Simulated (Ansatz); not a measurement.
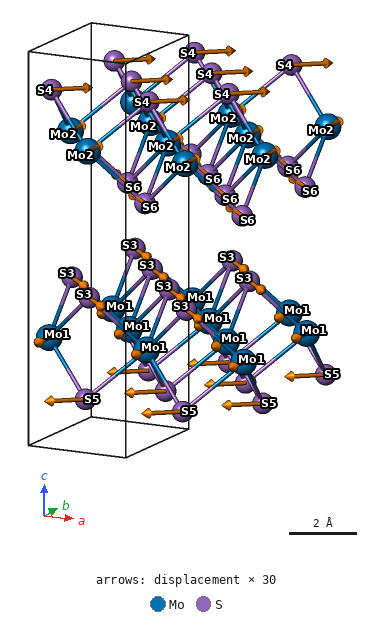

This is a relaxation of a crystal of MoS$_{2}$ (set up in C2/c). The starting structure is drawn; orange arrows show the displacements, magnified 30 times.

A ball-and-stick model of the conventional cell (2 times the calculation's cell), repeated 2 × 2 × 1 with one cell outlined, seen slightly off an axis. Lengths and directions refer to the drawn axes.

Case: shear of c along a, cell held, atoms relaxed: +6.0 %.

All numbers below come from Ansatz, DFT PBE+D3(BJ), scalar-relativistic, plane waves, PAW.

Input file:
```yaml
crystal:
  lattice:
    - [3.1492399692, 0.0, 0.0]
    - [-1.5746199846, 2.7273218159, 0.0]
    - [0.7255486066, 0.0, 12.0924767773]
  atoms:
    - { symbol: Mo, position: [0.6699870799, 0.3399741599, 0.25] }
    - { symbol: Mo, position: [0.3300129201, 0.6600258401, 0.75] }
    - { symbol: S, position: [0.3177740758, 0.6733887116, 0.3794453674] }
    - { symbol: S, position: [0.6443853642, 0.3266112884, 0.8794453674] }
    - { symbol: S, position: [0.3556146358, 0.6733887116, 0.1205546326] }
    - { symbol: S, position: [0.6822259242, 0.3266112884, 0.6205546326] }
basis:
  ecutwfc: 420
kpoints:
  mp_grid: { grid: [12, 12, 4] }
hamiltonian:
  xc: pbe
  dispersion: d3bj
scf:
  occupations: { method: gaussian, width: 0.02 }
output:
  forces: true
  stress: true
  eigenvalues: true
relax:
  adjacent_minimum: "off"
  f_tol: 0.008
  max_steps: 40
```

Command:
```bash
ansatz run input.yaml --threads 1 --pin off --max-ram 2560MiB --backend cpu --events-out ev --progress --plain --runs-dir out
```

Question: What happened in the run?

Answer: The largest moves, 0.050 Å, are those of S3, S4, S5 and S6. S4 goes along [3 2 0]. Largest moves by element: S 0.050 Å, Mo 0.040 Å. The cell doesn't change. Among the contacts that change: Mo1–S3 2.422 → 2.402 Å, Mo1–S3 (another image) 2.377 → 2.396 Å. The space group stays C2/c (No. 15). Over 2 accepted moves (3 points after the start) the energy falls by 17.6 meV per cell of the calculation. The largest force component goes from 0.28 to 0.0038 eV/Å. The line search rejected the trial step at point 2 of the run. The run took 110 s on 1 thread of Arm Neoverse V1, with other jobs on the host, peak memory 0.64 GiB.
